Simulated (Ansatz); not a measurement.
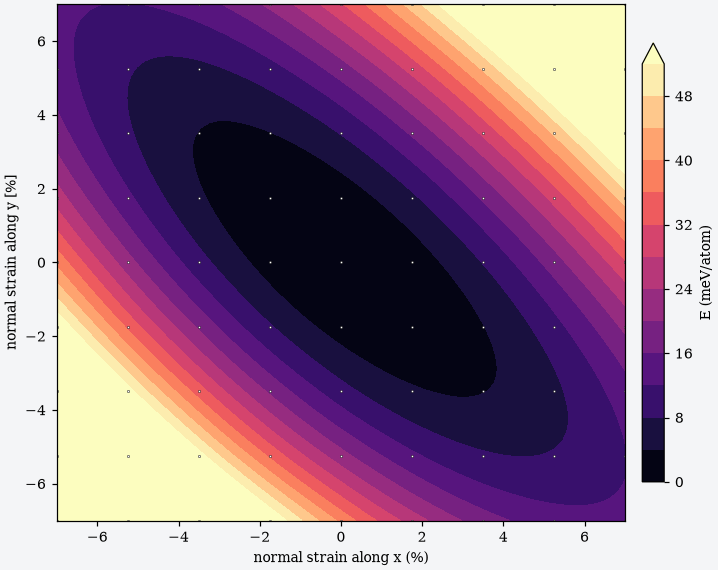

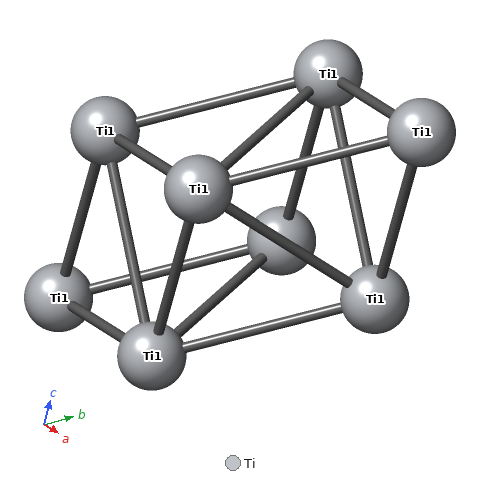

Energy landscape of Ti (Fm-3m, No. 225; 1 atom in the cell). The energy is mapped over two homogeneous strains (x, y and z along the cube axes). Coordinates scanned: (1) normal strain along x; (2) normal strain along y. Nothing is relaxed (symmetry fixes all fractional coordinates). The scan uses a 9 × 9 grid; 45 points were computed and 36 follow by symmetry. All energies are given in meV/atom relative to the lowest grid point. Level of theory: DFT LDA, scalar-relativistic, plane waves, PAW in Ansatz 0.2.0. Settings: cutoff 520 eV, k-mesh 20×20×20, gaussian smearing 0.15 eV, no spin polarisation.

Drawn: filled contours, dots at the grid points, one colour for all values above the top of the scale. Between grid points the surface is interpolated. The second picture is the structure at the lowest point

> Where are the wells?

The lowest grid point is at normal strain along x = 0.00 %, normal strain along y = 0.00 %. No other kind of well shows on this grid. The highest grid point, normal strain along x = −7.00 %, normal strain along y = −7.00 %, lies 142 meV/atom above the lowest. Round the minimum the valley is strongly tilted: raising normal strain along x shifts the best value of normal strain along y downwards (coupling k₁₂/√(k₁₁k₂₂) about 0.8).

Grid values (meV/atom):

```csv
"normal strain along y ↓, normal strain along x →",−7.00,−5.25,−3.50,−1.75,0.00,1.75,3.50,5.25,7.00
7.00,14,12,14,21,32,46,64,85,109
5.25,14,8,7,11,18,29,45,63,85
3.50,18,9,4,4,8,17,29,45,64
1.75,26,13,5,1,2,7,17,29,46
0.00,39,22,10,2,0,2,8,18,32
−1.75,57,35,19,8,2,1,4,11,21
−3.50,80,54,34,19,10,5,4,7,14
−5.25,108,78,54,35,22,13,9,8,12
−7.00,142,108,80,57,39,26,18,14,14
```

The input of one point:

```yaml
crystal:
  lattice:
    - [0.0, 2.0005340298, 2.0005340298]
    - [2.0005340298, 0.0, 2.0005340298]
    - [2.0005340298, 2.0005340298, 0.0]
  atoms:
    - { symbol: Ti, position: [0.0, 0.0, 0.0] }
basis:
  ecutwfc: 520.0
kpoints:
  mp_grid: { grid: [20, 20, 20] }
hamiltonian:
  xc: lda
  pseudopotentials: { kind: paw, azcp: { folder: soft_1 } }
scf:
  occupations: { method: gaussian, width: 0.15 }
output:
  forces: true
  stress: true
  eigenvalues: true
  write_density: true
  write_potential: true
  elf: true
  volumetric_format: npy
```

The whole map (45 points run) took 3.3 min on 1 thread of AMD EPYC 9R45 96-Core Processor (Zen 5) (shared host).
